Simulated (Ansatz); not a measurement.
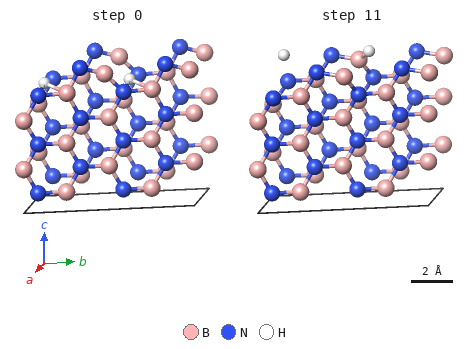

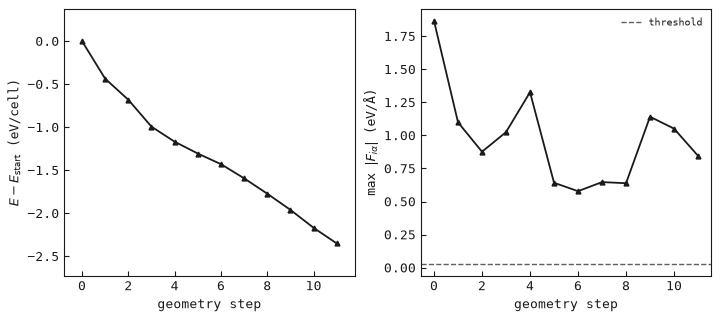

First and last geometry of a constrained relaxation of a slab of composition B$_{6}$HN$_{6}$ (cut from the R3m phase), with the history of the run. Style: ball-and-stick. Shown: the 1 × 2 repeat of the cell, outlined in the plane, without the vacuum, slightly off an axis.

Case: H put at a hollow B-N-B site. The slab is the (1 1 0) face of BN with H on it. 6 atoms are held fixed.

All numbers below come from DFT PBEsol, scalar-relativistic, plane waves, PAW in Ansatz. Set-up: plane-wave cutoff 420 eV; k-point mesh 8 × 7 × 1; occupations gaussian; smearing width 0.05 eV; collinear spin; dipole correction; atoms relaxed in a fixed cell; force threshold 0.03 eV/Å; at most 70 steps.

> Did the run converge, and what did it change?

The run was cut off at its time limit before the relaxation converged, so the last structure is only a point on the way. After 11 geometry steps the energy has fallen by 2.351 eV per cell of the calculation. Largest force component: 1.9 eV/Å at the start, 0.85 eV/Å at the end. The atom that moves furthest is the H atom (1.44 Å at 24° to the normal (+c side)). Largest moves by element: H 1.44 Å, B 0.92 Å, N 0.38 Å. The cell stays as it was. Among the contacts that change: H–N 1.316 → 2.774 Å, B–H 2.412 → 1.205 Å, B–H 1.505 → 2.616 Å, B–N 1.301 → 1.404 Å. New bonds form: B–H (2.41 → 1.21 Å). Bond angles that change, for instance: N–B–N 150.8° → 117.4°, B–N–B 101.7° → 114.9°, B–N–B 104.8° → 113.7°. The program noted that the starting moments weren't kept.

Limits of the set-up: the periodic images lie only 3.8 Å apart, so the values are limited by the cell's size.
